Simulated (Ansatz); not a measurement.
## TiB$_{2}$: field-gradient calculation

- system: TiB$_{2}$ (P6/mmm, 3 atoms in the cell)
- method: DFT, PBE, PAW with Ansatz's default frozen-core files, scalar-relativistic, no spin polarisation (Ansatz 0.2.0)

The structure derives from an entry of the Crystallography Open Database. Its volume is 0.96 times that of the source entry. It belongs to a series of runs on one base structure; here: volume scaled by 0.96, PAW files. Figures and captions count atoms from 1; the log counts them from 0 in places.

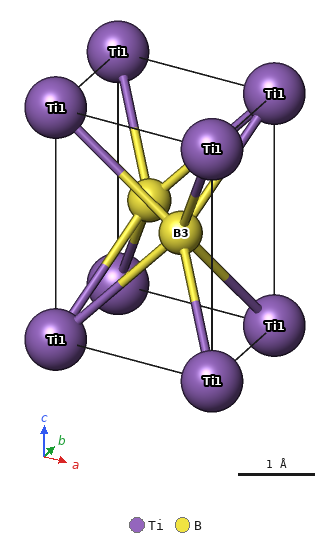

Fig. 1: The input geometry (ball-and-stick view of the cell of the calculation, seen slightly off an axis; atoms are numbered from 1 in the order of the input). Near neighbours in the crystal (not all of them lie inside the picture): Ti has 12 B at 2.35 Å; B has 3 B at 1.73 Å and 6 Ti at 2.35 Å.

The input
```yaml
crystal:
  lattice:
    - [2.9882580721, 0.0, 0.0]
    - [-1.4941290361, 2.5879074035, 0.0]
    - [0.0, 0.0, 3.1847676243]
  atoms:
    - { symbol: Ti, position: [0.0, 0.0, 0.0] }
    - { symbol: B, position: [0.3333333333, 0.6666666667, 0.5] }
    - { symbol: B, position: [0.6666666667, 0.3333333333, 0.5] }
kpoints:
  mp_grid: { grid: [15, 15, 13] }
scf:
  occupations: { method: fermi_dirac, width: 0.08 }
hamiltonian:
  xc: pbe
  pseudopotentials: { kind: paw }
output:
  forces: true
  stress: true
  eigenvalues: true
  efg: { contact_densities: true }
```

Machine: 1 thread of AMD EPYC (Zen 5), 176 GiB of memory available, shared host.

Command:
```bash
ansatz run input.yaml --threads 1 --pin off --max-ram 6144MiB --backend cpu --events-out ev --progress --plain --runs-dir out
```

The program's output
```
Engine: ansatz 0.2.0, x86_64-unknown-linux-gnu
Pseudopotentials: kind: paw
Pseudopotential: Ti, paw, valence charge 12, recommended cutoff 420 eV (normal), Ti.paw.azcp
Pseudopotential: B, paw, valence charge 3, recommended cutoff 420 eV (normal), B.paw.azcp
Functional definition: PBE
  parameter kappa = 0.804
  parameter beta = 0.06672455060314922
  exchange = pbe_x(kappa = kappa, mu = beta*pi^2/3)
  correlation = pbe_c(beta = beta)
Crystal: 3 atoms, lattice volume = 24.629 Å³
Basis set: ecut = 420 eV, 467 PW (Γ), exchange–correlation on 40×40×48 points (8 copies of the dense FFT grid, shifted against one another)
Bands: 13, of which v1, the nominal top of the filled ones, is band 9 counted from 1 (8 counted from 0)
Symmetry: 24 space group operations
Space group: P6/mmm (ITA 191), of the structure as read, at distance tolerance 2.9e-5 Å
k-points: 189 of 2925
Non-local potential: Ti, projectors of the file, l = 0: 3, l = 1: 2, l = 2: 3, l = 3: 1
Non-local potential: B, projectors of the file, l = 0: 2, l = 1: 2, l = 2: 1
PAW form: soft (Blöchl's): semilocal exchange-correlation on the pseudo side does not see the compensation charge
PAW one-centre angular grid: Ti, 590 points (default); XC on 64 Gauss nodes
PAW one-centre angular grid: B, 110 points (default); XC on 64 Gauss nodes
Initial density: superposition of atomic densities (neutral atoms: chi_scale 0, normalization atom), corrected by the library's trained network
Initial wavefunctions: pseudopotential atomic-orbital guess
Functional: x = pbe(κ = 0.804, μ = 0.2195149727645171), c = pbe(β = 0.06672455060314922)
SCF iter   1: F=—  HF=-2814.661539 eV  |F-HF|=—  |Δ(HF+E_count)|=         —  Δρ=3.07e-3  dr2=1.81e-3  ethr=1.77e-3  ⟨swp⟩=4.4  Hψ=11952  notcnv=0
preconditioner: auto → none  [metal: Δε(μ)=0.057 eV  Ē_g=8.376 eV  σ=0.080 eV  W_gap=0.17  n_scr=8 (ndim 8)  ℏωp=23.7 eV  f_vac=0.000  D(μ)=0.36/eV (n_scr^D=0)  sad-step TF]
SCF iter   2: F=—  HF=-2814.660927 eV  |F-HF|=—  |Δ(HF+E_count)|=   6.12e-4  Δρ=1.64e-3  dr2=5.38e-4  ethr=1.01e-5  ⟨swp⟩=1.5  Hψ=4424  notcnv=0
SCF iter   3: F=—  HF=-2814.660809 eV  |F-HF|=—  |Δ(HF+E_count)|=   1.18e-4  Δρ=1.32e-4  dr2=3.84e-6  ethr=2.99e-6  ⟨swp⟩=2.9  Hψ=4112  notcnv=0
SCF iter   4: F=—  HF=-2814.660812 eV  |F-HF|=—  |Δ(HF+E_count)|=   3.57e-6  Δρ=1.90e-5  dr2=9.90e-8  ethr=2.14e-8  ⟨swp⟩=2.4  Hψ=3339  notcnv=0
iter 5 did not close the SCF: its close was put off for the readings that it lacked (scf_convergence_deferred on its scf_iter line)
SCF iter   5: F=-2814.660812 eV  HF=-2814.660812 eV  |F-HF|=1.93e-9  |Δ(HF+E_count)|=   5.52e-9  Δρ=4.08e-6  dr2=2.98e-9  ethr=5.50e-10  ⟨swp⟩=2.1  Hψ=2929  notcnv=0
SCF iter   6: F=-2814.660812 eV  HF=-2814.660812 eV  |F-HF|=4.55e-13  |Δ(HF+E_count)|=  7.59e-10  Δρ=2.87e-7  dr2=7.66e-12  ethr=1.66e-11  ⟨swp⟩=1.9  Hψ=7592  notcnv=0
SCF 1 converged in 6 iterations: F = -2814.660812 eV  dr2 = 7.66e-12
  greatest PAW one-centre occupation: 0.999 electrons in one spin orbital (limit 2), on the Ti atom at site 0 (counted from 0), in its partial waves of l = 0
SCF converged after 6 iterations
Free energy (F): -2814.660812 eV
Harris-Foulkes:  -2814.660812 eV  (|F-HF|=4.55e-13)
Internal energy: -2814.653142 eV  (E = F + TS)
E sigma→0 (E₀):  -2814.656977 eV
Entropy (-TS):   -0.007670 eV (-2.557 meV/atom)
Fermi energy:    15.866278 eV
--- Per-component energies (eV) ---
  E_band       = -81.876136
  E_kinetic    = 379.523146
  E_local      = -763.726699  (includes V_loc(G=0)·N_el)
  E_nonlocal   = 29.073554
  E_hartree    = 326.898200
  E_xc         = -166.193001
  E_vxc        = -204.244164  (∫ρ·V_xc dr)
  E_paw        = -1204.916797  (= ΣΔE_a)
  E_vpaw       = -176.298534  (= ΣTr[D̂ρ^β])
  E_aug_tail   = 0.000104  (compensation charges beyond the density's cutoff)
  E_ewald      = -1415.311649
  E_smearing   = -0.007670  (= −TS)
  E_closure    = 0.000000  (closes the sum)
  Σ components = -2814.660812   (vs F -2814.660812, Δ=0.00e0)
--- Forces (eV/Å), atoms counted from 1 ---
  atom   1  Ti    -0.00000000    -0.00000000     0.00000000
  atom   2  B     -0.00000000    -0.00000000     0.00000000
  atom   3  B      0.00000000     0.00000000     0.00000000
  max |Σ_I F_I| component: 5.55e-17 eV/Å
--- Stress (GPa, compression-positive) ---
       12.700122       0.000000       0.000000
        0.000000      12.700122       0.000000
        0.000000       0.000000       9.248467
  P = ⅓ Tr σ = 11.5496 GPa (115.496 kbar)
--- PAW observables at the nuclei: V_zz in 10²¹ V/m², potentials from the cell's mean, atoms counted from 1 ---
  atom   1  Ti V_zz =    +2.074963   η = 0.0000   by run symmetry: allowed
            electrostatic potential = -2533.878152 V   contact ρ = 56783.467308 e/Å³
  atom   2  B  V_zz =    +0.293477   η = 0.0000   by run symmetry: allowed
            electrostatic potential = -332.472909 V   contact ρ = 486.321989 e/Å³
  atom   3  B  V_zz =    +0.293477   η = 0.0000   by run symmetry: allowed
            electrostatic potential = -332.472909 V   contact ρ = 486.321989 e/Å³
--- Band table (eV; the first three rows and the last of 189) ---
  k-point 0: bands = ["-40.9769", "-17.3484", "-17.0042", "-17.0042", "2.1048", "13.1484", "13.1484", "13.4974", "13.6282", "17.8621", "17.8621", "19.6931", "19.6931"]
  k-point 1: bands = ["-40.9759", "-17.3622", "-17.0032", "-17.0032", "2.1882", "12.5612", "13.2131", "13.2131", "14.4860", "17.6431", "17.6431", "19.5471", "19.5471"]
  k-point 2: bands = ["-40.9730", "-17.4003", "-17.0001", "-17.0001", "2.4310", "11.5132", "13.4057", "13.4057", "15.3215", "17.1535", "17.1535", "19.1365", "19.1365"]
  k-point 188: bands = ["-40.8866", "-17.4551", "-17.2974", "-17.2974", "7.1070", "7.1070", "9.9780", "12.6238", "12.6238", "18.5110", "20.2302", "20.2302", "20.7376"]
```

Summary

| quantity | value |
| --- | --- |
| outcome | converged |
| space group (tolerance 0.01 Å) | P6/mmm (191) |
| electrons treated | 18 |
| free energy | −2814.6608 eV |
| Fermi energy | 15.866 eV |
| pressure | 11.55 GPa |
| field gradient V_zz (10²¹ V/m²) | Ti 2.07, B 0.29, B 0.29 |
| largest force (length of the vector) | under 0.001 eV/Å |
| wall time | 1.9 s |
| peak memory | 0.4 GiB |

The cell is under a pressure of 11.5 GPa at this level, so it is not at its equilibrium volume.
